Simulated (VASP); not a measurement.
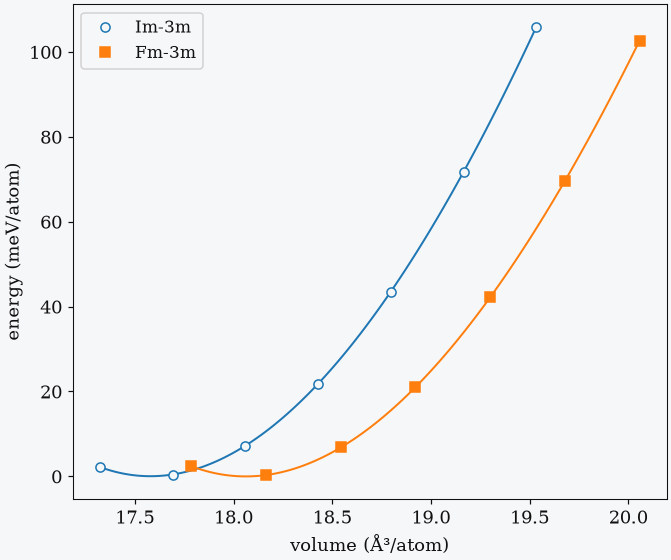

The picture above shows the energy against volume, with one curve for each structure, for Nb. Each energy curve has its own zero, so the curves don't rank the structures.

Calculation (VASP 6.6.1): plane-wave DFT, no spin polarisation; energies at scaled volumes of the given cell, shape and fractions fixed, counted from the fit's minimum, third-order Birch-Murnaghan fit. Level: PBEsol.

k mesh 11×11×11; occupations Fermi–Dirac; smearing width 0.05 eV; potentials VASP PAW PBE potentials, recommended; wave cutoff 520 eV.

Question: Order the curves by fitted equilibrium volume, smallest first.

Answer: Im-3m 17.579, Fm-3m 18.062 Å³/atom.

Question: Order the curves by fitted bulk modulus, smallest first.

Answer: Fm-3m 178.2, Im-3m 182.2 GPa.
